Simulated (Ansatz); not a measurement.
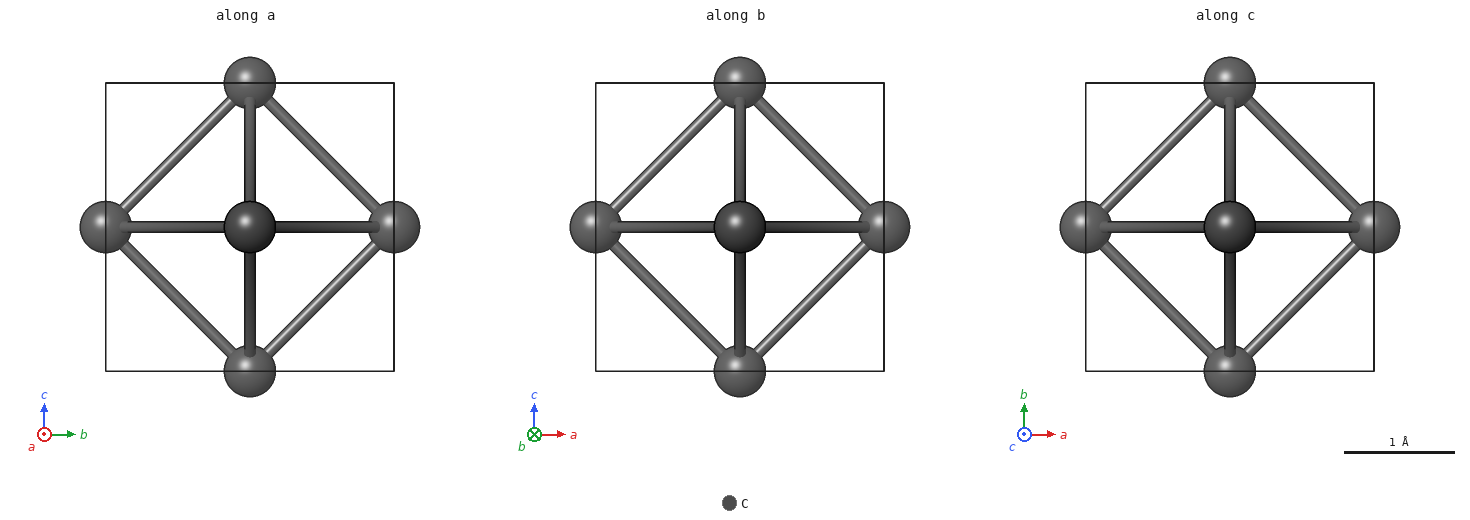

A ball-and-stick rendering, viewed along the a axis, along the b axis and along the c axis. The parallelepiped is the conventional unit cell.

Lattice parameters: a = 2.6197 Å, b = 2.6197 Å, c = 2.6197 Å, α = 90.000°, β = 90.000°, γ = 90.000°.

> Set out the cell and atoms as a CIF in P1 with every atom of the cell.

```cif
data_structure
_symmetry_space_group_name_H-M 'P 1'
_symmetry_Int_Tables_number 1
_cell_length_a 2.6197
_cell_length_b 2.6197
_cell_length_c 2.6197
_cell_angle_alpha 90.000
_cell_angle_beta 90.000
_cell_angle_gamma 90.000
_cell_volume 17.98
loop_
_atom_site_label
_atom_site_type_symbol
_atom_site_fract_x
_atom_site_fract_y
_atom_site_fract_z
_atom_site_occupancy
C1 C 0.0000 0.5000 0.5000 1
C2 C 0.5000 0.0000 0.5000 1
C3 C 0.5000 0.5000 0.0000 1
```

Starting structure: a random cell made by a generator, so it need not be a real form of the element. What is shown is the relaxed result from DFT PBE, scalar-relativistic, plane waves, PAW (Ansatz 0.2.0).
